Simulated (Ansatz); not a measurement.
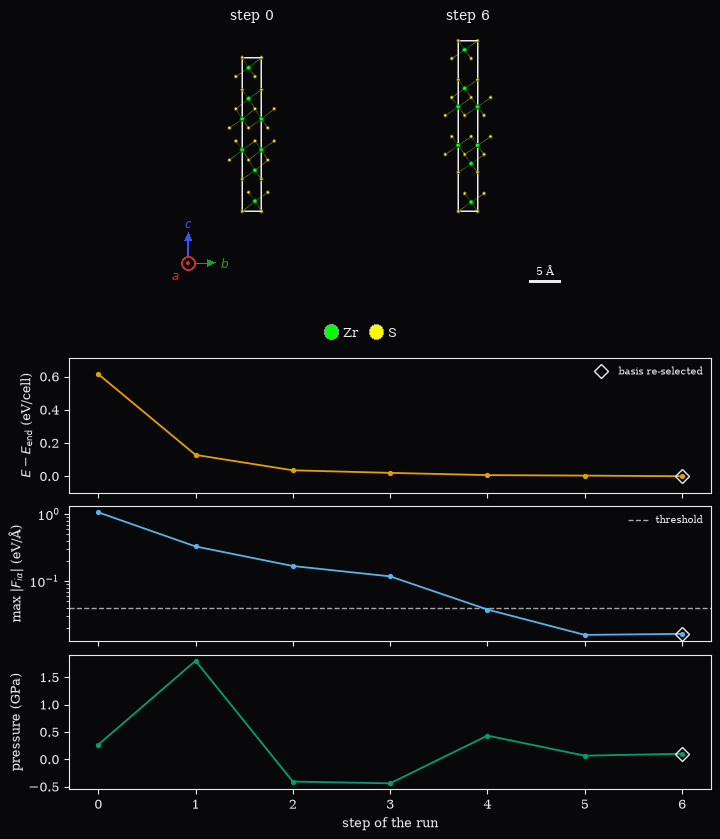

First and last geometry of a relaxation of a crystal of Zr2S3 (built on the tetradymite_166 type) (coarse preliminary run), with the history of the run. The picture is a ball-and-stick view of the conventional cell (3 times the calculation's cell), seen along the a axis. Lengths and directions refer to the drawn axes.

Case: tetradymite type (R-3m, No. 166).

Computed with DFT PBE, scalar-relativistic, plane waves, PAW in Ansatz 0.2.0.

The input:
```yaml
crystal:
  lattice:
    - [1.8211102979, 1.0514185207, 8.4417699992]
    - [-1.8211102979, 1.0514185207, 8.4417699992]
    - [0.0, -2.1028370414, 8.4417699992]
  atoms:
    - { symbol: Zr, position: [0.4, 0.4, 0.4] }
    - { symbol: Zr, position: [0.6, 0.6, 0.6] }
    - { symbol: S, position: [0.0, 0.0, 0.0] }
    - { symbol: S, position: [0.2095, 0.2095, 0.2095] }
    - { symbol: S, position: [0.7905, 0.7905, 0.7905] }
basis:
  ecutwfc: 420
kpoints:
  mp_grid: { grid: [6, 6, 6] }
hamiltonian:
  xc: pbe
scf:
  occupations: { method: gaussian, width: 0.1 }
  lower_state_search: "off"
output:
  forces: true
  stress: true
  eigenvalues: true
relax:
  adjacent_minimum: "off"
  f_tol: 0.04
  max_steps: 70
  cell: { stress_tol: 0.4 }
```

Command:
```bash
ansatz run input.yaml --threads 1 --pin off --max-ram 2560MiB --backend cpu --events-out ev --progress --plain --runs-dir out
```

Read the history and describe the run.

It converged. The largest moves relative to the cell, 0.54 Å, are those of S4 and S5. S5 goes along −c. By element the largest moves are S 0.54 Å, Zr 0.36 Å. The volume changes by +14.1 %, with a = b 3.642 → 3.693 Å (+1.4 %), c 25.325 → 28.108 Å (+11.0 %). Some distances before and after: Zr1–S3 2.697 → 2.614 Å, Zr1–S5 2.553 → 2.568 Å. Among the angles between lasting bonds that change: Zr1–S3–Zr1 85.0° → 89.9°, S3–Zr2–S3 85.0° → 89.9°, Zr1–S3–Zr2 95.0° → 90.1°. The space group stays R-3m (No. 166). After 5 accepted moves (6 points after the start) the energy has fallen by 0.615 eV per cell of the calculation. The largest force component goes from 1.1 to 0.016 eV/Å. Pressure: 0.27 GPa at the start and 0.10 GPa at the end. The SCF was repeated once at an unchanged geometry on a basis and grid sized afresh for the cell, which shifted the energy by 3.8 meV per cell of the calculation at most. The run took about 90 core-seconds on a shared host.

| step | E − E(0), meV/atom | largest force component, eV/Å | pressure, GPa | volume, Å³/atom | note |
| --- | --- | --- | --- | --- | --- |
| 0 | 0.00 | 1.0712 | 0.27 | 19.397 |  |
| 1 | -97.34 | 0.3310 | 1.80 | 19.847 |  |
| 2 | -115.90 | 0.1687 | -0.41 | 20.955 |  |
| 3 | -119.00 | 0.1181 | -0.44 | 21.314 |  |
| 4 | -121.71 | 0.0377 | 0.44 | 21.718 |  |
| 5 | -122.29 | 0.0157 | 0.07 | 22.126 |  |
| 6 | -123.06 | 0.0163 | 0.10 | 22.126 | same geometry, new basis |
